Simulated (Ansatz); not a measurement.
System: AlN (slab).

The calculation's input:

```
crystal:
  lattice:
    - [3.2184289305, 0.0, 0.0]
    - [-1.6092144652, 2.7872412141, 0.0]
    - [0.0, 0.0, 33.4369510279]
  atoms:
    - { symbol: "N", position: [0.6666666667, 0.3333333333, 0.5392442644] }
    - { symbol: Al, position: [0.3333333333, 0.6666666667, 0.5534817946] }
    - { symbol: "N", position: [0.3333333333, 0.6666666667, 0.6119780906] }
    - { symbol: Al, position: [0.6666666667, 0.3333333333, 0.6262515536] }
    - { symbol: "N", position: [0.6666666667, 0.3333333333, 0.6847531441] }
    - { symbol: Al, position: [0.3333333333, 0.6666666667, 0.6990480643] }
    - { symbol: "N", position: [0.3333333333, 0.6666666667, 0.7581614455] }
    - { symbol: Al, position: [0.6666666667, 0.3333333333, 0.7727393728] }
basis:
  ecutwfc: 420
kpoints:
  mp_grid: { grid: [9, 9, 1] }
hamiltonian:
  xc: pbe
scf:
  occupations: { method: gaussian, width: 0.05 }
output:
  forces: true
  stress: true
  eigenvalues: true
  write_density: true
  write_potential: true
  elf: true
  volumetric_format: npy
efield:
  axis: 3
  dipole_correction: true
  ramp_width: 0.04
```

Command:

```sh
ansatz run input.yaml --threads 4 --pin off --max-ram 10240MiB --backend cpu --events-out ev --progress --plain --runs-dir out
```

Not relaxed (largest force 1.9 eV/Å).

These are results of DFT PBE, scalar-relativistic, plane waves, PAW in Ansatz, not measurements.

Predict the valence pseudo-density and electron localisation function between the atoms.

Al–N (1.96 Å): the density is about 0.59 e/Å³ at the midpoint; the ELF peaks at about 0.90 in the valence shell of N, 0.8 Å from its nucleus, and is about 0.85 at the midpoint.

Metal or insulator at this level of theory?

It is metallic or semimetallic at this level of theory: no gap opens.

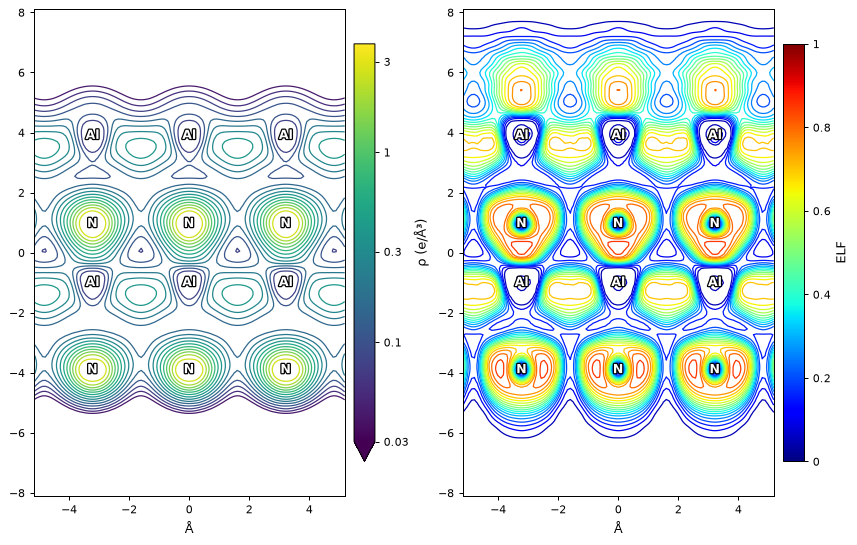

Computed valence pseudo-density and electron localisation function on the (100) plane of the calculation cell, a cut from vacuum to vacuum, in this order. Atoms just off the plane (Al, 0.9 Å away and N, 0.9 Å away) can leave unmarked features too.

In a PAW calculation such maps are meaningful between the atoms, not at the nuclei.
